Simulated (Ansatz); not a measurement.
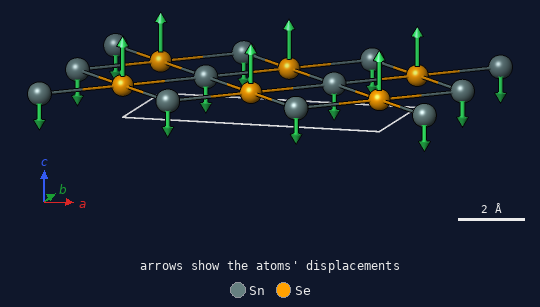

One vibrational mode of a free-standing layer of SnSe (a generated structure) at the zone centre. The green arrows give the relative displacements of the atoms. The picture is a ball-and-stick view of the 2 × 1 repeat of the cell, outlined in the plane, without the vacuum, seen slightly off an axis.

Theory: Ansatz 0.2.0, DFT PBE, scalar-relativistic, plane waves, PAW.

Input
```yaml
crystal:
  lattice:
    - [4.1118054571, 0.0, 0.0]
    - [0.0, 4.1118054571, 0.0]
    - [0.0, 0.0, 23.8]
  atoms:
    - { symbol: Sn, position: [0.5, 0.5, 0.2941176471] }
    - { symbol: Se, position: [0.0, 0.0, 0.2941176471] }
  periodic: [true, true, false]
basis:
  ecutwfc: 420
kpoints:
  mp_grid: { grid: [10, 10, 1] }
hamiltonian:
  xc: pbe
scf:
  occupations: { method: gaussian, width: 0.02 }
output:
  eigenvalues: true
phonons:
  method: dfpt
  eigenvectors: true
  qmesh: [2, 2, 1]
  temperatures: { t_max: 1000, t_step: 100 }
  qpath:
    path:
      - [[0.0, 0.0, 0.0], [0.0, 0.5, 0.0], [0.5, 0.5, 0.0], [0.0, 0.0, 0.0], [0.0, 0.0, 0.5], [0.0, 0.5, 0.5], [0.5, 0.5, 0.5], [0.0, 0.0, 0.5]]
      - [[0.0, 0.5, 0.0], [0.0, 0.5, 0.5]]
      - [[0.5, 0.5, 0.0], [0.5, 0.5, 0.5]]
    npoints: 8
```

Command:
```bash
ansatz run input.yaml --threads 1 --pin off --max-ram 2048MiB --backend cpu --events-out ev --progress --plain --runs-dir out
```

Frequencies are those without the non-analytic (LO–TO) term.

> Give the symmetry, activity and frequency of this mode.

This is the A₂u mode at 12.2i meV, the lowest optical level, infrared-active by symmetry. The Se sublattice moves against the Sn sublattice, along c of the drawn cell; the Se–Sn bond lengths don't change to first order, so for these it is a bending, tilting or sliding motion; the kinetic energy is shared as Se 60 %, Sn 40 %. The frequency is imaginary, so the structure is unstable against this distortion. Freezing in the drawn pattern lowers the space group from P4/mmm to P4mm (No. 99).
